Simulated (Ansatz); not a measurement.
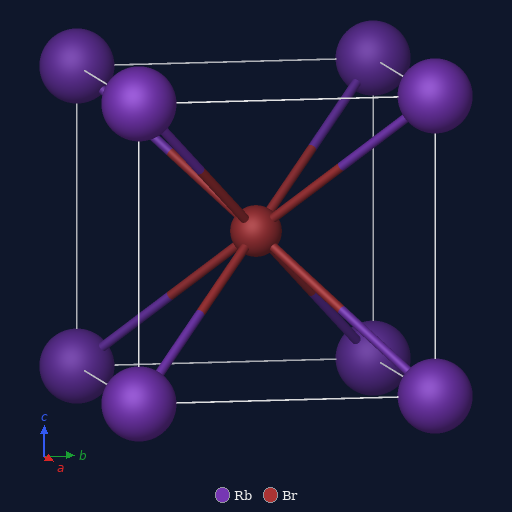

System: RbBr, space group Pm-3m (No. 221). The picture shows the cell.

The given structure:
```yaml
crystal:
  lattice:
    - [4.12608, 0.00000, 0.00000]
    - [0.00000, 4.12608, 0.00000]
    - [0.00000, 0.00000, 4.12608]
  atoms:
    - { symbol: Rb, position: [0.00000, 0.00000, 0.00000] }
    - { symbol: Br, position: [0.50000, 0.50000, 0.50000] }
```

Calculation (Ansatz 0.2.0): all atoms of one element of a crystal moved along a line, all else fixed, by plane-wave density functional theory with PAW datasets, free energies less that of the undisturbed cell; scalar-relativistic. Level: PBEsol, no spin polarisation.

wave cutoff 420 eV; k mesh 6×6×6; occupations Gaussian; smearing width 0.05 eV; k shift (0, 0, 0) (mesh steps); start as given; moved element Br; direction (0, 0, 1) (Cartesian unit vector).

The points at displacement −0.225, −0.075, 0.15 and 0.3 follow from computed ones by symmetry.

Describe the result: the energy change and force along the direction (sum over moved atoms) against displacement. The displacement takes the values −0.3000, −0.2250, −0.1500, −0.0750, 0.0000, 0.0375, 0.0750, 0.1125, 0.1500, 0.1875, 0.2250, 0.2625, 0.3000 Å.

The energy change is 0.0299 eV/cell at displacement −0.3000 Å and 0.0299 eV/cell at 0.3000 Å; the lowest computed point is at displacement 0.0000 Å (0.0000 eV/cell), in a single well. The force along the direction (sum over moved atoms) falls from 0.2030 eV/Å at displacement −0.3000 Å to −0.2030 eV/Å at 0.3000 Å, and changes sign near 0.000 Å. The harmonic force constant k (E = k x²/2 near the start) is 0.653 eV/Å².

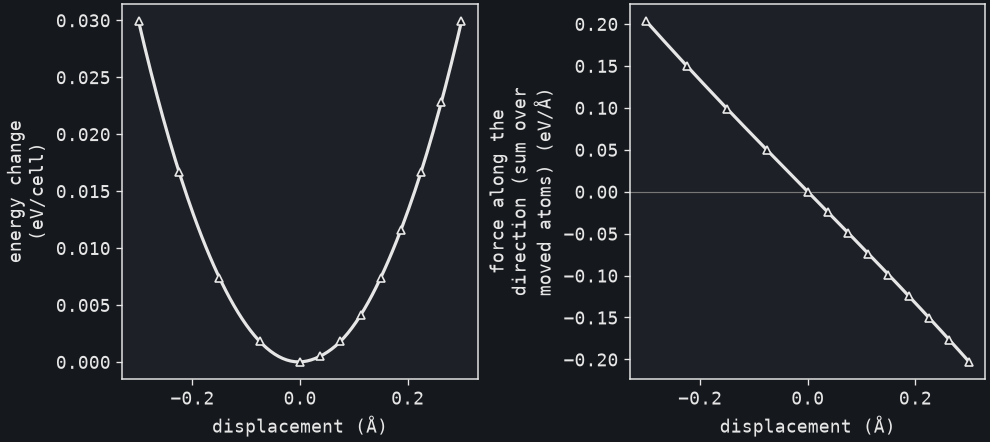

Limits of the calculation: reference crystal is not relaxed.
